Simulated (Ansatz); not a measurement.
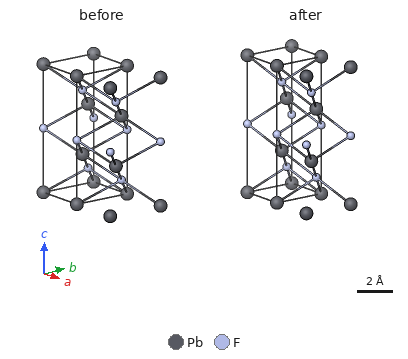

The structure of crystalline PbF (a generated structure, set up in R-3m) (coarse preliminary run) before (left) and after (right) a relaxation, at one scale.

Style: ball-and-stick. Shown: the conventional cell (3 times the calculation's cell), repeated 2 × 1 × 1 with one cell outlined, slightly off an axis. Lengths and directions refer to the drawn axes.

Theory: DFT PBE, scalar-relativistic, plane waves, PAW in Ansatz. (plane-wave cutoff 420 eV; k-point mesh 6 × 6 × 6; occupations gaussian; smearing width 0.1 eV; no spin polarisation; cell and atoms relaxed; force threshold 0.04 eV/Å; at most 70 steps)

**What changed between the two?**

The energy falls by 184 meV per atom in 4 accepted moves (5 points after the start). All forces vanish by symmetry, so only the cell relaxes. The pressure goes from −6.88 to −0.17 GPa. At 1 point the geometry stayed and the basis and grid were re-selected for the new cell (energy shift of 0.2 meV per atom at most each time). No atom moves by more than 0.005 Å relative to the cell. The volume changes by −16.8 %, with a = b 4.820 → 4.252 Å (−11.8 %), c 7.422 → 7.934 Å (+6.9 %). Among the contacts that change: F–Pb 3.045 → 2.788 Å. The space group stays R-3m (No. 166).
